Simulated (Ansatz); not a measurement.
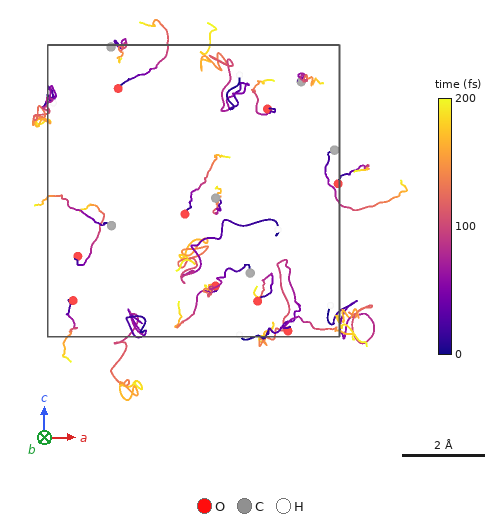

A Born-Oppenheimer molecular dynamics run of a periodic cell with 3 HCOOH + 3 CO at 1.016 g/cm³, 200 fs long. It starts from the last geometry of an earlier run, with fresh velocities. Lines trace each atom's path, coloured by time; spheres stand at the starting positions. Seen along the b axis in the simulation cell.

Method: DFT PBEsol, scalar-relativistic, plane waves, PAW (Ansatz). Set-up: plane-wave cutoff 420 eV; k-point mesh 1 × 1 × 1; Fermi-Dirac smearing 0.02 eV; Langevin thermostat (NVT); set temperature 1500 K; time step 0.5 fs; friction 0.01 per fs.

### Describe the motion.

Root-mean-square distances from the starting positions over the second half, with the common drift of all atoms taken out: H 1.43 Å, C 1.36 Å, O 1.31 Å. The molecules turn and drift from their places. Bond changes: one H–O contact opens and closes in turn; one H–O bond breaks at about 166 fs; one H–O bond forms at about 189 fs.

Limits of the set-up: the periodic images lie only 7.1 Å apart, so the values are limited by the cell's size.
